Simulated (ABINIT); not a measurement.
## Dielectric calculation, with input and output: SnO (part 3 of 3)

The same run, continued: SnO (P4/nmm, 4 atoms in the cell); Kohn-Sham DFT of a periodic cell, LDA, PseudoDojo NC SR LDA v0.4.1 standard, no spin polarisation (ABINIT 10.8.3); cutoff 952.4 eV, 4×4×4 k-mesh, fixed occupations. The structure derives from a Materials Project entry.

Geometry of the input (Å; fractional positions):
```
3.8137  0.0000  0.0000
0.0000  3.8137  0.0000
0.0000  0.0000  4.8869
Sn 0.5000  0.0000  0.7646
Sn 0.0000  0.5000  0.2354
O  0.0000  0.0000  0.0000
O  0.5000  0.5000  0.0000
```

## What the program printed, continued
```
 2DEtotal=   -0.1056545250E+03 Ha. Also 2DEtotal=   -0.287500608889E+04 eV
    (  non-var. 2DEtotal :   -1.0565452596E+02 Ha)
================================================================================

 ---- first-order wavefunction calculations are completed ----

 ==> Compute Derivative Database <==
 The violation of the charge neutrality conditions
 by the effective charges is as follows :
    atom        electric field
 displacement     direction
       1               1        0.058077        0.000000
       1               2        0.000000        0.000000
       1               3        0.000000        0.000000
       2               1        0.000000        0.000000
       2               2        0.058077        0.000000
       2               3        0.000000        0.000000
       3               1        0.000000        0.000000
       3               2        0.000000        0.000000
       3               3        0.011709        0.000000

 Effective charge tensors after
 imposition of the charge neutrality (if requested by user),
 and eventual restriction to some part :
   atom    displacement
         1         1    3.073526E+00    0.000000E+00    0.000000E+00
         1         2    0.000000E+00    3.073526E+00    0.000000E+00
         1         3    0.000000E+00    0.000000E+00    2.889021E+00
         2         1    3.073526E+00    0.000000E+00    0.000000E+00
         2         2    0.000000E+00    3.073526E+00    0.000000E+00
         2         3    0.000000E+00    0.000000E+00    2.889021E+00
         3         1   -3.073526E+00    0.000000E+00    0.000000E+00
         3         2    0.000000E+00   -3.073526E+00    0.000000E+00
         3         3    0.000000E+00    0.000000E+00   -2.889021E+00
         4         1   -3.073526E+00    0.000000E+00    0.000000E+00
         4         2    0.000000E+00   -3.073526E+00    0.000000E+00
         4         3    0.000000E+00    0.000000E+00   -2.889021E+00
 Now, the imaginary part of the dynamical matrix is zeroed

  Dielectric tensor, in cartesian coordinates,
     j1       j2             matrix element
  dir pert dir pert     real part    imaginary part

   1    6   1    6         7.8555594087        -0.0000000000

   2    6   2    6         7.8555594087        -0.0000000000

   3    6   3    6         6.9797363384        -0.0000000000

  Effective charges, in cartesian coordinates,
  (from electric field response)
   if specified in the inputs, charge neutrality has been imposed
     j1       j2             matrix element
  dir pert dir pert     real part    imaginary part

   1    1   1    6         3.0735255922         0.0000000000
   1    2   1    6         3.0735255922         0.0000000000
   1    3   1    6        -3.0735255922         0.0000000000
   1    4   1    6        -3.0735255922         0.0000000000

   2    1   2    6         3.0735255922         0.0000000000
   2    2   2    6         3.0735255922         0.0000000000
   2    3   2    6        -3.0735255922         0.0000000000
   2    4   2    6        -3.0735255922         0.0000000000

   3    1   3    6         2.8890211161         0.0000000000
   3    2   3    6         2.8890211161         0.0000000000
   3    3   3    6        -2.8890211161         0.0000000000
   3    4   3    6        -2.8890211161         0.0000000000

== END DATASET(S) ==============================================================
================================================================================

 -outvars: echo values of variables after computation  --------
            acell      1.0000000000E+00  1.0000000000E+00  1.0000000000E+00 Bohr
           etotal1    -1.9020312038E+02
           etotal2    -3.5947872471E+01
           etotal3    -1.0565452502E+02
            fcart1     2.2576132292E-31 -0.0000000000E+00  3.9961233527E-03
                      -7.5253774307E-32 -0.0000000000E+00 -3.9961233527E-03
                      -7.5253774307E-32 -0.0000000000E+00 -0.0000000000E+00
                      -7.5253774307E-32 -0.0000000000E+00 -0.0000000000E+00
            fcart3     0.0000000000E+00  0.0000000000E+00  0.0000000000E+00
                       0.0000000000E+00  0.0000000000E+00  0.0000000000E+00
                       0.0000000000E+00  0.0000000000E+00  0.0000000000E+00
                       0.0000000000E+00  0.0000000000E+00  0.0000000000E+00
            rprim      7.2068394886E+00  0.0000000000E+00  0.0000000000E+00
                       0.0000000000E+00  7.2068394886E+00  0.0000000000E+00
                       0.0000000000E+00  0.0000000000E+00  9.2349277318E+00
           strten1     1.3484675440E-04  1.3484675440E-04  1.2435643283E-04
                       0.0000000000E+00  0.0000000000E+00  0.0000000000E+00
           strten3     0.0000000000E+00  0.0000000000E+00  0.0000000000E+00
                       0.0000000000E+00  0.0000000000E+00  0.0000000000E+00
           xangst      1.9068476087E+00  0.0000000000E+00  3.7366616506E+00
                       0.0000000000E+00  1.9068476087E+00  1.1502516461E+00
                       0.0000000000E+00  0.0000000000E+00  0.0000000000E+00
                       1.9068476087E+00  1.9068476087E+00  0.0000000000E+00
             xred      5.0000000000E-01  0.0000000000E+00  7.6462614000E-01
                       0.0000000000E+00  5.0000000000E-01  2.3537386000E-01
                       0.0000000000E+00  0.0000000000E+00  0.0000000000E+00
                       5.0000000000E-01  5.0000000000E-01  0.0000000000E+00
 Calculation completed.
```

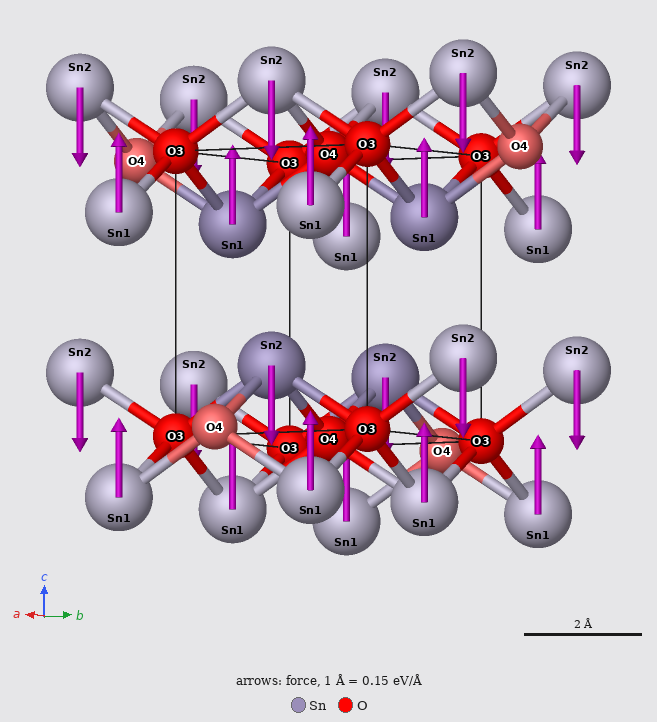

**Figure 1.** Forces on the atoms as pink arrows (ball-and-stick view of the cell of the calculation, seen at an oblique angle; neighbours outside the cell are drawn fainter; atoms are numbered from 1 in the order of the input). The largest act on Sn1, Sn2 (0.21 eV/Å). The geometry is not a stationary point of this energy.

## Results in brief

- outcome: converged
- space group (tolerance 0.01 Å): P4/nmm (129)
- electrons treated: 40
- free energy: −5175.6906 eV
- Fermi energy: 4.992 eV
- pressure: −3.86 GPa
- largest force (length of the vector): 0.205 eV/Å
- ε∞ (xx, yy, zz): 7.86, 7.86, 6.98
- Born charges (mean of the diagonal): Sn1, Sn2 (3.01 e); O3, O4 (−3.01 e)
- wall time: 1.8 min (CPU time 7 min)
- peak memory: 0.44 GiB

## Remarks

Points of doubt noted for this run: cutoff too low for stress.
